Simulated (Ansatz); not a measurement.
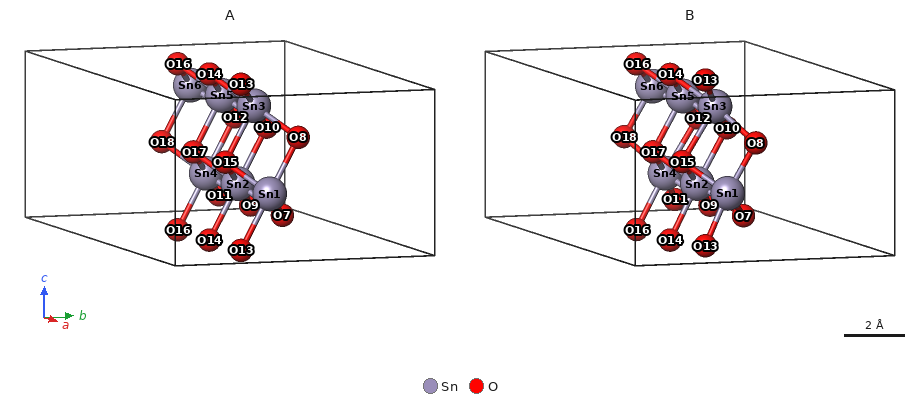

Two geometries of a wire of composition SnO2, drawn at one scale. One is the start of a relaxation, the other its converged end. Style: ball-and-stick. Shown: the cell of the calculation, with the vacuum cut short, slightly off an axis.

Theory: DFT PBE, scalar-relativistic, plane waves, PAW in Ansatz. (plane-wave cutoff 420 eV; k-point mesh 1 × 1 × 6; occupations gaussian; smearing width 0.05 eV; no spin polarisation; cell relaxed at fixed a, b, alpha, beta, gamma; force threshold 0.02 eV/Å; at most 45 steps)

Q: Which of the two is the end point?

A: Structure B is the relaxed one. Case: armchair ribbon, 6 formula units a period. Over 5 accepted moves (7 points after the start) the energy falls by 1.592 eV per cell of the calculation. The largest force component goes from 2.1 to 0.0092 eV/Å. The line search rejected the trial step at point 4 of the run. The SCF was repeated once at an unchanged geometry on a basis and grid sized afresh for the cell, which shifted the energy by 3.0 meV per cell of the calculation at most. The largest moves relative to the centre of the atoms, 0.22 Å, are those of O8, O11, O13 and O18. By element the largest moves are O 0.22 Å, Sn 0.21 Å. Along the periodic axis the drawn cell goes c 5.590 → 5.576 Å (−0.3 %). Near-neighbour distances that change, for instance: Sn1–O13 2.120 → 1.941 Å, Sn3–O10 2.120 → 2.170 Å, Sn1–O15 2.120 → 2.071 Å, Sn2–O15 2.120 → 2.155 Å. Bond angles that change, for instance: O8–Sn1–O13 180.0° → 162.2°, O7–Sn3–O15 180.0° → 169.1°, O7–Sn3–O8 99.1° → 107.5°. Cost: 56 s on 4 threads of Intel(R) Xeon(R) 6975P-C (Granite Rapids), on a shared host, peak memory 2.5 GiB.
